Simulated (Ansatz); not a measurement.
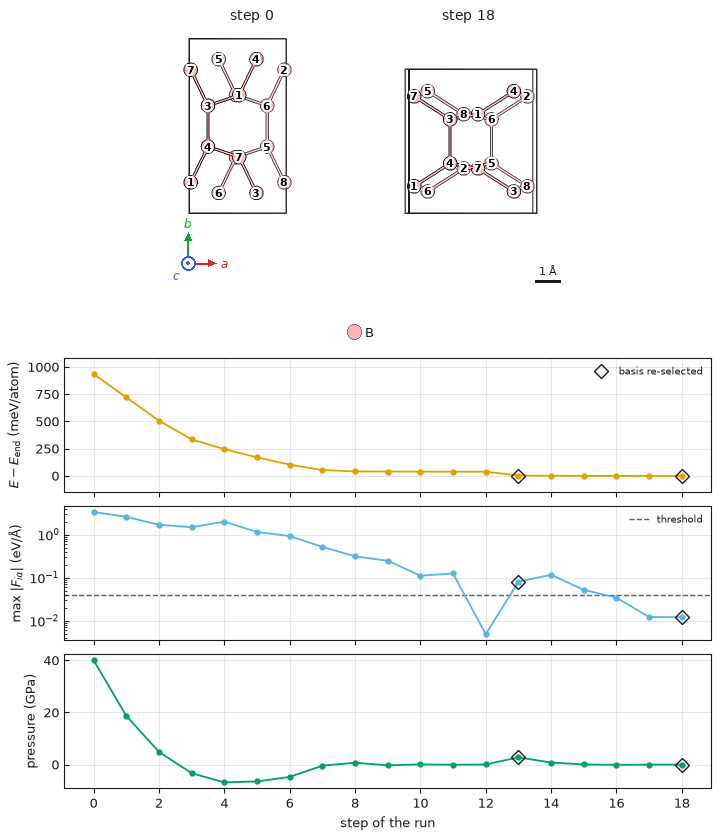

First and last geometry of a relaxation of a crystal of B (a generated structure, set up in C2/m) (coarse preliminary run), with the history of the run. The picture is a ball-and-stick view of the conventional cell (2 times the calculation's cell), seen along the c axis. Lengths and directions refer to the drawn axes.

Computed with Ansatz, DFT PBE, scalar-relativistic, plane waves, PAW.

The input:
```yaml
crystal:
  lattice:
    - [2.19361877, -3.53980292, 0.0]
    - [2.19361877, 3.53980292, 0.0]
    - [-1.76826561, 0.0, 3.56563151]
  atoms:
    - { symbol: B, position: [0.83888298, 0.193932, 0.7233505] }
    - { symbol: B, position: [0.16111702, 0.806068, 0.2766495] }
    - { symbol: B, position: [0.57767302, 0.81200898, 0.84820648] }
    - { symbol: B, position: [0.81200898, 0.57767302, 0.84820648] }
    - { symbol: B, position: [0.42232698, 0.18799102, 0.15179352] }
    - { symbol: B, position: [0.18799102, 0.42232698, 0.15179352] }
    - { symbol: B, position: [0.193932, 0.83888298, 0.7233505] }
    - { symbol: B, position: [0.806068, 0.16111702, 0.2766495] }
basis:
  ecutwfc: 420
kpoints:
  mp_grid: { grid: [6, 6, 6] }
hamiltonian:
  xc: pbe
scf:
  occupations: { method: gaussian, width: 0.1 }
  lower_state_search: "off"
output:
  forces: true
  stress: true
  eigenvalues: true
relax:
  adjacent_minimum: "off"
  f_tol: 0.04
  max_steps: 70
  cell: { stress_tol: 0.4 }
```

Command:
```bash
ansatz run input.yaml --threads 1 --pin off --max-ram 2560MiB --backend cpu --events-out ev --progress --plain --runs-dir out
```

### Did the run converge, and what did it change?

It converged. After 16 accepted moves (18 points after the start) the energy has fallen by 935 meV per atom. Largest force component: 3.3 eV/Å at the start, 0.012 eV/Å at the end. Pressure: 40.12 GPa at the start and 0.01 GPa at the end. The SCF was repeated twice at an unchanged geometry on a basis and grid sized afresh for the cell, which shifted the energy by 35.2 meV per atom at most. The largest moves relative to the cell, 0.71 Å, are those of B3, B4, B5 and B6. B6 goes roughly along [−3 1 −1]. The volume changes by +23.5 %, with a 4.387 → 5.554 Å (+26.6 %), b 7.080 → 5.842 Å (−17.5 %), c 3.980 → 4.468 Å (+12.3 %), β 116.4° → 109.4°. Among the contacts that change: B1–B8 2.270 → 2.971 Å, B3–B6 2.399 → 1.839 Å, B3–B5 2.171 → 1.758 Å, B1–B7 2.514 → 2.198 Å. Bond angles that change, for instance: B1–B8–B3 137.3° → 171.8°, B2–B6–B5 153.7° → 121.7°, B1–B6–B8 83.4° → 115.3°. The space group stays C2/m (No. 12). The run took 100 s on 1 thread of Arm Neoverse V1 (shared host), peak memory 0.35 GiB.

| step | E − E(0), meV/atom | largest force component, eV/Å | pressure, GPa | volume, Å³/atom | note |
| --- | --- | --- | --- | --- | --- |
| 0 | 0.00 | 3.3438 | 40.12 | 6.922 |  |
| 1 | -214.07 | 2.5828 | 18.71 | 7.531 |  |
| 2 | -427.77 | 1.6869 | 4.89 | 7.992 |  |
| 3 | -599.56 | 1.4831 | -3.30 | 8.335 |  |
| 4 | -689.23 | 1.9893 | -6.81 | 8.692 |  |
| 5 | -764.34 | 1.1506 | -6.46 | 8.782 |  |
| 6 | -831.41 | 0.9249 | -4.72 | 8.700 |  |
| 7 | -881.16 | 0.5181 | -0.42 | 8.462 |  |
| 8 | -893.88 | 0.3124 | 0.73 | 8.432 |  |
| 9 | -894.73 | 0.2467 | -0.27 | 8.413 |  |
| 10 | -895.88 | 0.1111 | 0.08 | 8.446 |  |
| 11 | -896.15 | 0.1248 | -0.04 | 8.435 |  |
| 12 | -896.24 | 0.0049 | 0.05 | 8.435 |  |
| 13 | -931.46 | 0.0805 | 2.78 | 8.435 | same geometry, new basis |
| 14 | -934.11 | 0.1164 | 0.80 | 8.506 |  |
| 15 | -934.76 | 0.0520 | 0.06 | 8.543 |  |
| 16 | -934.84 | 0.0342 | -0.08 | 8.556 |  |
| 17 | -934.93 | 0.0122 | 0.00 | 8.547 |  |
| 18 | -935.24 | 0.0121 | 0.01 | 8.547 | same geometry, new basis |
